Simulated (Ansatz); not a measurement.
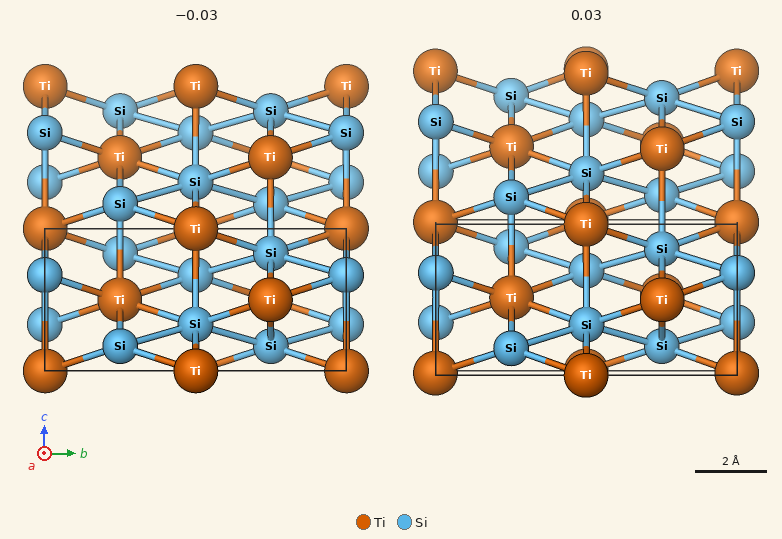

Solid TiSi2 (set up in Fddd), under strain along c alone (the other axes held, atoms relaxed), with energies (extrapolated to zero smearing) counted from the relaxed crystal, which is the row at zero. The picture shows the first and the last member. A ball-and-stick model of the conventional cell (2 times the calculation's cell), repeated 1 × 1 × 2 with one cell outlined, seen along the a axis. Lengths and directions refer to the drawn axes.

Computed with Ansatz 0.2.0: DFT PBE, scalar-relativistic, plane waves, PAW. Settings: plane-wave cutoff 420 eV; k-point mesh 10 × 10 × 10; occupations gaussian; smearing width 0.1 eV; no spin polarisation; atoms relaxed in a fixed cell; force threshold 0.008 eV/Å.

| strain | energy (meV/atom) | a (Å) | b (Å) | c (Å) |
| --- | --- | --- | --- | --- |
| −0.03 | 12.43 | 4.772 | 8.559 | 4.640 |
| −0.02 | 5.42 | 4.784 | 8.559 | 4.687 |
| −0.01 | 1.34 | 4.796 | 8.559 | 4.735 |
| 0.0 | 0.00 | 4.808 | 8.559 | 4.783 |
| 0.01 | 1.24 | 4.820 | 8.559 | 4.831 |
| 0.02 | ? | ? | ? | ? |
| 0.03 | 10.76 | 4.845 | 8.559 | 4.927 |

### One row is withheld. What does the calculation give there?

A parabola through three neighbouring rows (0.0, 0.01, 0.03) gives, with Lagrange weights, (−0.3333)(0.00) + (1.0000)(1.24) + (0.3333)(10.76) = 4.83 meV/atom. The calculation gives 4.89 meV/atom (a = 4.832 Å, b = 8.559 Å, c = 4.879 Å). The estimate is 0.06 meV/atom too low. From the first member to the last: Ti–Ti 3.141 → 3.278 Å, Si–Ti 2.724 → 2.849 Å, Si–Ti 2.698 → 2.815 Å.

The whole series:

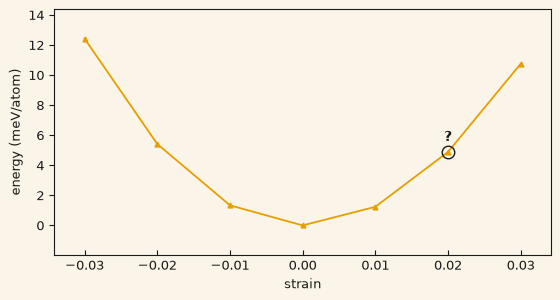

Each member starts from this one structure; whether another phase lies lower wasn't checked.
